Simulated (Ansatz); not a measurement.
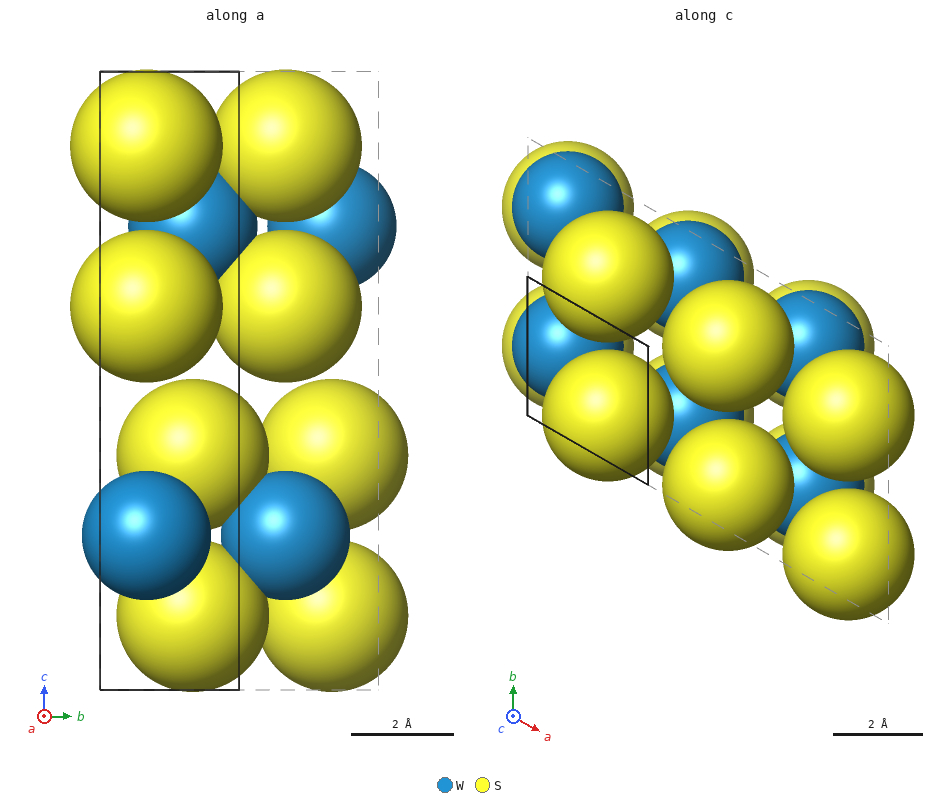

A space-filling rendering, viewed along the a axis and along the c axis. Shown are 3×2×1 repeats of the unit cell, one of them outlined in solid lines.

WS$_{2}$, a = 3.15 Å, b = 3.15 Å, c = 12.15 Å, α = 90.00°, β = 90.00°, γ = 120.00°.

Electronic-structure method: Ansatz 0.2.0, DFT PBE+D3(BJ), scalar-relativistic, plane waves, PAW. Parameters: E_cut = 420 eV, k-mesh 12×12×4, Gaussian smearing of 0.02 eV, no spin polarisation.

Does it come out as a metal, or with a gap?

Answer. A semiconductor at this level, with a gap of 0.89 eV on the k-mesh (the true edges may lie between mesh points, so the gap can be somewhat smaller).

Give the pressure and its sign.

Answer. The computed pressure is 0.0 GPa, close to zero.

The structure comes from a structure listed in the Materials Project. Earlier steps of the study may have refined or changed the cell and positions. It was run through Ansatz as a DFT input.
